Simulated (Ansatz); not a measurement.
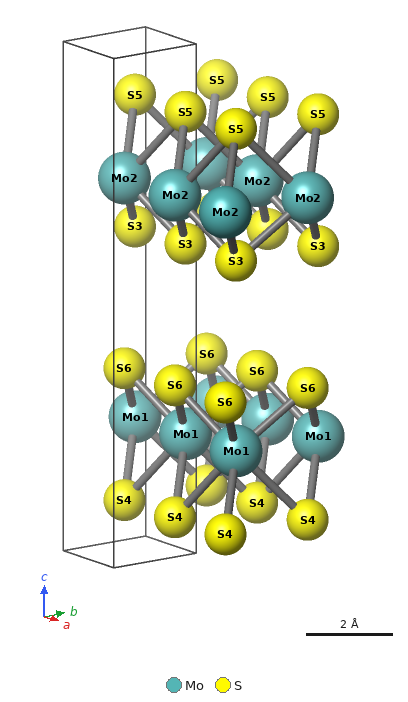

**Figure 1.** The structure (ball-and-stick view of the cell of the calculation, repeated 3 × 2 × 1, seen slightly off an axis; atoms are numbered from 1 in the order of the input). An atom can appear more than once, as a periodic image. Near neighbours in the periodic cell (some may lie outside the picture): Mo has 6 S at 2.30 to 2.51 Å; S has 3 Mo at 2.30 to 2.51 Å.

## MoS₂: a changed input and its effect

System: MoS₂ (P-3m1, 6 atoms in the cell).
Method of the first run: DFT PBE+D3(BJ), scalar-relativistic, plane waves, PAW, no spin polarisation (Ansatz 0.2.0).

The structure derives from an entry of the Crystallography Open Database. Text and figures count atoms from 1; the logs count them from 0 in places.

**Input file, the first run**
```yaml
crystal:
  lattice:
    - [3.1493511256, 0.0, 0.0]
    - [-1.5746755628, 2.7274180802, 0.0]
    - [0.0, 0.0, 12.090753884]
  atoms:
    - { symbol: Mo, position: [0.3333333333, 0.6666666667, 0.2553617081] }
    - { symbol: Mo, position: [0.6666666667, 0.3333333333, 0.7446382919] }
    - { symbol: S, position: [0.3333333333, 0.6666666667, 0.6287613517] }
    - { symbol: S, position: [0.6666666667, 0.3333333333, 0.1122197859] }
    - { symbol: S, position: [0.3333333333, 0.6666666667, 0.8877802141] }
    - { symbol: S, position: [0.6666666667, 0.3333333333, 0.3712386483] }
basis:
  ecutwfc: 420
kpoints:
  mp_grid: { grid: [12, 12, 4] }
hamiltonian:
  xc: pbe
  dispersion: d3bj
scf:
  occupations: { method: gaussian, width: 0.05 }
output:
  forces: true
  stress: true
  eigenvalues: true
```

Command:
```bash
ansatz run input.yaml --threads 2 --pin off --max-ram 5120MiB --backend cpu --events-out ev --progress --plain --runs-dir out
```

Hardware: 2 threads of Intel Xeon @ 2.50GHz (Skylake/Cascade Lake), 16 GiB of memory available, shared host.

**Output, shortened to warnings, some set-up lines, iterations and results (the first run)**
```
Basis set: ecut = 420 eV, 2009 PW (Γ), exchange–correlation on 48×48×162 points (8 copies of the dense FFT grid, shifted against one another)
Symmetry: 12 space group operations
k-points: 69 of 576
Initial density: superposition of atomic densities (neutral atoms: chi_scale 0, normalization atom), corrected by the library's trained network
[...]
SCF iter   1: F=—  HF=-13527.256722 eV  |F-HF|=—  |Δ(HF+E_count)|=         —  Δρ=6.19e-3  dr2=8.25e-2  ethr=1.77e-3  ⟨swp⟩=6.6  Hψ=9645  notcnv=0
SCF iter   2: F=—  HF=-13527.256379 eV  |F-HF|=—  |Δ(HF+E_count)|=   3.44e-4  Δρ=3.42e-3  dr2=5.08e-3  ethr=1.59e-4  ⟨swp⟩=1.4  Hψ=2824  notcnv=0  defer=81
SCF iter   3: F=—  HF=-13527.259560 eV  |F-HF|=—  |Δ(HF+E_count)|=   3.18e-3  Δρ=1.45e-3  dr2=1.27e-3  ethr=9.76e-6  ⟨swp⟩=2.1  Hψ=3095  notcnv=0  defer=20
SCF iter   4: F=—  HF=-13527.260339 eV  |F-HF|=—  |Δ(HF+E_count)|=   7.80e-4  Δρ=3.79e-4  dr2=3.90e-4  ethr=2.43e-6  ⟨swp⟩=2.0  Hψ=3079  notcnv=0  defer=20
SCF iter   5: F=—  HF=-13527.260301 eV  |F-HF|=—  |Δ(HF+E_count)|=   3.80e-5  Δρ=1.24e-4  dr2=1.99e-5  ethr=7.49e-7  ⟨swp⟩=2.1  Hψ=2797  notcnv=0  defer=20
SCF iter   6: F=—  HF=-13527.260367 eV  |F-HF|=—  |Δ(HF+E_count)|=   6.57e-5  Δρ=3.25e-5  dr2=1.90e-6  ethr=3.83e-8  ⟨swp⟩=2.2  Hψ=3185  notcnv=0  defer=20
SCF iter   7: F=-13527.260368 eV  HF=-13527.260368 eV  |F-HF|=6.26e-8  |Δ(HF+E_count)|=   7.90e-7  Δρ=6.42e-6  dr2=8.17e-8  ethr=1.92e-10  ⟨swp⟩=6.2  Hψ=9947  notcnv=0
SCF 1 converged in 7 iterations: F = -13527.260368 eV  dr2 = 8.17e-8
SCF converged after 7 iterations
Free energy (F): -13527.260368 eV
Harris-Foulkes:  -13527.260368 eV  (|F-HF|=6.26e-8)
Internal energy: -13527.260269 eV  (E = F + TS)
E sigma→0 (E₀):  -13527.260318 eV
Entropy (-TS):   -0.000099 eV (-0.017 meV/atom)
Fermi energy:    11.911358 eV
--- Per-component energies (eV) ---
  E_band       = -287.810359
  E_kinetic    = 1316.778419
  E_local      = -3778.377363  (includes V_loc(G=0)·N_el)
  E_nonlocal   = 399.180564
  E_hartree    = 1446.942909
  E_xc         = -758.467379
  E_vxc        = -812.006290  (∫ρ·V_xc dr)
  E_paw        = -8803.523598  (= ΣΔE_a)
  E_vpaw       = -307.280048  (= ΣTr[D̂ρ^β])
  E_aug_tail   = 0.000097  (compensation charges beyond the density's cutoff)
  E_ewald      = -3347.169127
  E_disp       = -2.624790  (pairwise vdW)
  E_smearing   = -0.000099  (= −TS)
  E_closure    = -0.000000  (closes the sum)
  Σ components = -13527.260368   (vs F -13527.260368, Δ=0.00e0)
--- Forces (eV/Å), atoms counted from 1 ---
  atom   1  Mo    -0.00000000    -0.00000000    -4.93371219
  atom   2  Mo     0.00000000     0.00000000     4.93371219
  atom   3  S     -0.00000000    -0.00000000    -3.02550963
  atom   4  S      0.00000000     0.00000000     2.06690517
  atom   5  S     -0.00000000    -0.00000000    -2.06690517
  atom   6  S      0.00000000     0.00000000     3.02550963
  max |Σ_I F_I| component: 8.88e-16 eV/Å
--- Stress (GPa, compression-positive) ---
        2.895424       0.000000      -0.000000
       -0.000000       2.895424      -0.000000
       -0.000000      -0.000000       2.183312
  P = ⅓ Tr σ = 2.6581 GPa (26.581 kbar)
```

The input of the second run differs as follows (lines with − go, lines with + come):
```diff
-    - { symbol: Mo, position: [0.3333333333, 0.6666666667, 0.2553617081] }
-    - { symbol: Mo, position: [0.6666666667, 0.3333333333, 0.7446382919] }
-    - { symbol: S, position: [0.3333333333, 0.6666666667, 0.6287613517] }
-    - { symbol: S, position: [0.6666666667, 0.3333333333, 0.1122197859] }
-    - { symbol: S, position: [0.3333333333, 0.6666666667, 0.8877802141] }
-    - { symbol: S, position: [0.6666666667, 0.3333333333, 0.3712386483] }
+    - { symbol: Mo, position: [0.3333333333, 0.6666666667, 0.248659573] }
+    - { symbol: Mo, position: [0.6666666667, 0.3333333333, 0.751340427] }
+    - { symbol: S, position: [0.3333333333, 0.6666666667, 0.6184228731] }
+    - { symbol: S, position: [0.6666666667, 0.3333333333, 0.1225582645] }
+    - { symbol: S, position: [0.3333333333, 0.6666666667, 0.8774417355] }
+    - { symbol: S, position: [0.6666666667, 0.3333333333, 0.3815771269] }
```

Predict how the results change.

With the same functional and potentials, the second run lies 130.8 meV per atom lower. The gap on the mesh goes from 0.12 to 0.73 eV. The pressure goes from 2.66 to 0.16 GPa. The largest force goes from 4.934 to 1.256 eV/Å. The number of SCF iterations is the same.

**Output, shortened to warnings, some set-up lines, iterations and results (the second run)**
```
Basis set: ecut = 420 eV, 2009 PW (Γ), exchange–correlation on 48×48×162 points (8 copies of the dense FFT grid, shifted against one another)
Symmetry: 12 space group operations
k-points: 69 of 576
Initial density: superposition of atomic densities (neutral atoms: chi_scale 0, normalization atom), corrected by the library's trained network
[...]
SCF iter   1: F=—  HF=-13528.032840 eV  |F-HF|=—  |Δ(HF+E_count)|=         —  Δρ=5.69e-3  dr2=1.18e-2  ethr=1.77e-3  ⟨swp⟩=6.7  Hψ=9649  notcnv=0
SCF iter   2: F=—  HF=-13528.040555 eV  |F-HF|=—  |Δ(HF+E_count)|=   7.71e-3  Δρ=3.24e-3  dr2=2.66e-3  ethr=2.27e-5  ⟨swp⟩=2.2  Hψ=4103  notcnv=0  defer=2
SCF iter   3: F=—  HF=-13528.045193 eV  |F-HF|=—  |Δ(HF+E_count)|=   4.64e-3  Δρ=9.28e-4  dr2=1.59e-3  ethr=5.11e-6  ⟨swp⟩=2.0  Hψ=3107  notcnv=0  defer=2
SCF iter   4: F=—  HF=-13528.045156 eV  |F-HF|=—  |Δ(HF+E_count)|=   3.77e-5  Δρ=1.44e-4  dr2=3.67e-5  ethr=3.06e-6  ⟨swp⟩=2.0  Hψ=2857  notcnv=0
SCF iter   5: F=—  HF=-13528.045256 eV  |F-HF|=—  |Δ(HF+E_count)|=   1.00e-4  Δρ=3.33e-5  dr2=1.16e-6  ethr=7.06e-8  ⟨swp⟩=2.0  Hψ=3118  notcnv=0
SCF iter   6: F=—  HF=-13528.045256 eV  |F-HF|=—  |Δ(HF+E_count)|=   3.30e-7  Δρ=1.12e-5  dr2=1.47e-7  ethr=2.23e-9  ⟨swp⟩=2.6  Hψ=3290  notcnv=0
SCF iter   7: F=-13528.045256 eV  HF=-13528.045256 eV  |F-HF|=1.92e-9  |Δ(HF+E_count)|=   8.75e-8  Δρ=2.11e-6  dr2=8.72e-9  ethr=1.92e-10  ⟨swp⟩=6.1  Hψ=7941  notcnv=0
SCF 1 converged in 7 iterations: F = -13528.045256 eV  dr2 = 8.72e-9
SCF converged after 7 iterations
Free energy (F): -13528.045256 eV
Harris-Foulkes:  -13528.045256 eV  (|F-HF|=1.92e-9)
Internal energy: -13528.045256 eV  (E = F + TS)
E sigma→0 (E₀):  -13528.045256 eV
Fermi energy:    11.860181 eV
--- Per-component energies (eV) ---
  E_band       = -286.890795
  E_kinetic    = 1314.601629
  E_local      = -3762.353245  (includes V_loc(G=0)·N_el)
  E_nonlocal   = 398.590233
  E_hartree    = 1440.319654
  E_xc         = -758.083082
  E_vxc        = -811.498119  (∫ρ·V_xc dr)
  E_paw        = -8803.210219  (= ΣΔE_a)
  E_vpaw       = -306.871932  (= ΣTr[D̂ρ^β])
  E_aug_tail   = 0.000085  (compensation charges beyond the density's cutoff)
  E_ewald      = -3355.284883
  E_disp       = -2.625428  (pairwise vdW)
  E_smearing   = -0.000000  (= −TS)
  E_closure    = 0.000000  (closes the sum)
  Σ components = -13528.045256   (vs F -13528.045256, Δ=0.00e0)
--- Forces (eV/Å), atoms counted from 1 ---
  atom   1  Mo     0.00000000     0.00000000     1.25648929
  atom   2  Mo    -0.00000000    -0.00000000    -1.25648929
  atom   3  S      0.00000000     0.00000000     0.61705251
  atom   4  S     -0.00000000    -0.00000000    -0.67830080
  atom   5  S      0.00000000     0.00000000     0.67830080
  atom   6  S     -0.00000000    -0.00000000    -0.61705251
  max |Σ_I F_I| component: 1.62e-17 eV/Å
--- Stress (GPa, compression-positive) ---
        0.171312       0.000000      -0.000000
        0.000000       0.171312      -0.000000
       -0.000000      -0.000000       0.132582
  P = ⅓ Tr σ = 0.1584 GPa (1.584 kbar)
```

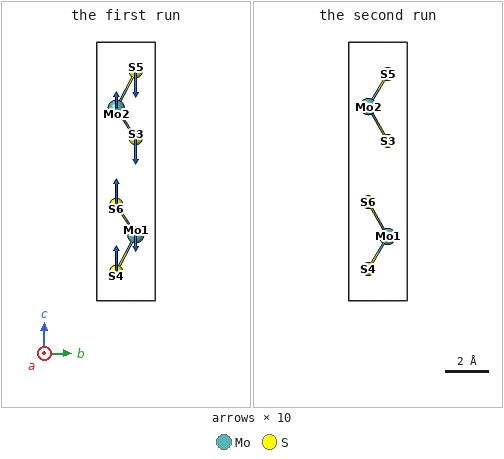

**Figure 2.** The two input geometries at one scale (ball-and-stick view of the cell of the calculation, along the a axis). The blue arrows on the first give the shifts of the atoms relative to the cell, with their mean removed, magnified 10 times. The largest moves, 0.13 Å, are those of S3, S4, S5 and S6. By element the largest moves are S 0.13 Å, Mo 0.08 Å. (The mean shift of all atoms is removed.) The cell doesn't change. Among the contacts that change: Mo1–S4 2.510 → 2.373 Å, Mo1–S6 2.295 → 2.427 Å.

**The two runs side by side**

```csv
quantity,the first run,the second run
outcome,converged,converged
free energy per atom (eV),−2254.5434,−2254.6742
gap on the mesh (eV),0.12,0.73
pressure (GPa),2.66,0.16
largest force (eV/Å),4.934,1.256
SCF iterations,7,7
irreducible k-points,69,69
plane waves at Γ,2009,2009
wall time (shared host),5.3 s,5.3 s
```
